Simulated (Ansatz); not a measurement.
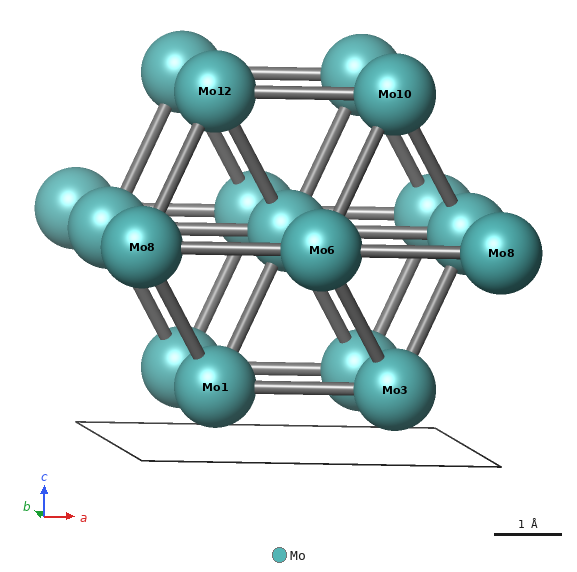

Starting structure of a slab of composition Mo (cut from the Im-3m phase). A ball-and-stick model of the cell of the calculation, outlined in the plane, without the vacuum, seen slightly off an axis.

Case: clean slab, lower planes held. The slab is the (1 1 0) face of Mo. 4 atoms are held fixed.

All numbers below come from Ansatz, DFT PBE, scalar-relativistic, plane waves, PAW.

Input file:
```yaml
crystal:
  lattice:
    - [5.4740406974, 0.0, 0.0]
    - [-1.8246802325, 5.1609750635, 0.0]
    - [0.0, 0.0, 20.4695355133]
  atoms:
    - { symbol: Mo, position: [0.25, 0.25, 0.3908246963] }
    - { symbol: Mo, position: [0.25, 0.75, 0.3908246963] }
    - { symbol: Mo, position: [0.75, 0.25, 0.3908246963] }
    - { symbol: Mo, position: [0.75, 0.75, 0.3908246963] }
    - { symbol: Mo, position: [0.5, 0.5, 0.5] }
    - { symbol: Mo, position: [0.5, 0.0, 0.5] }
    - { symbol: Mo, position: [0.0, 0.5, 0.5] }
    - { symbol: Mo, position: [0.0, 0.0, 0.5] }
    - { symbol: Mo, position: [0.75, 0.75, 0.6091753037] }
    - { symbol: Mo, position: [0.75, 0.25, 0.6091753037] }
    - { symbol: Mo, position: [0.25, 0.75, 0.6091753037] }
    - { symbol: Mo, position: [0.25, 0.25, 0.6091753037] }
basis:
  ecutwfc: 420
kpoints:
  mp_grid: { grid: [4, 4, 1] }
hamiltonian:
  xc: pbe
scf:
  occupations: { method: gaussian, width: 0.1 }
output:
  forces: true
  eigenvalues: true
  write_density: true
  write_potential: true
  elf: true
  volumetric_format: npy
relax:
  adjacent_minimum: "off"
  f_tol: 0.03
  max_steps: 70
  constraints: [{ sites: [0, 1, 2, 3] }]
efield:
  axis: 3
  dipole_correction: true
  ramp_width: 0.04
```

Launched with:
```bash
ansatz run input.yaml --threads 4 --pin off --max-ram 12288MiB --backend cpu --events-out ev --progress --plain --runs-dir out
```

Predict the outcome.

Answer. The largest moves, 0.19 Å, are those of Mo9, Mo10, Mo11 and Mo12. Mo9 goes along the normal (−c). The cell doesn't change. Among the contacts that change: Mo1–Mo5 2.737 → 2.662 Å. Bond angles that change, for instance: Mo6–Mo2–Mo7 70.5° → 72.8°. Over 3 geometry steps the energy falls by 0.277 eV per cell of the calculation. Largest force component: 0.7 eV/Å at the start, 0.0015 eV/Å at the end.

After the run, drawn alike:

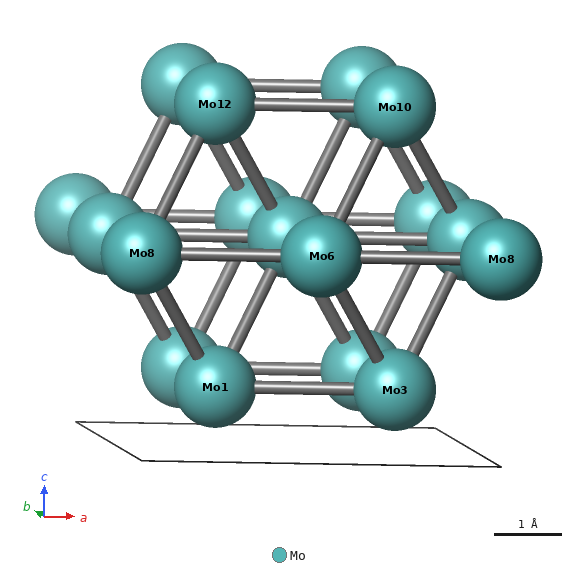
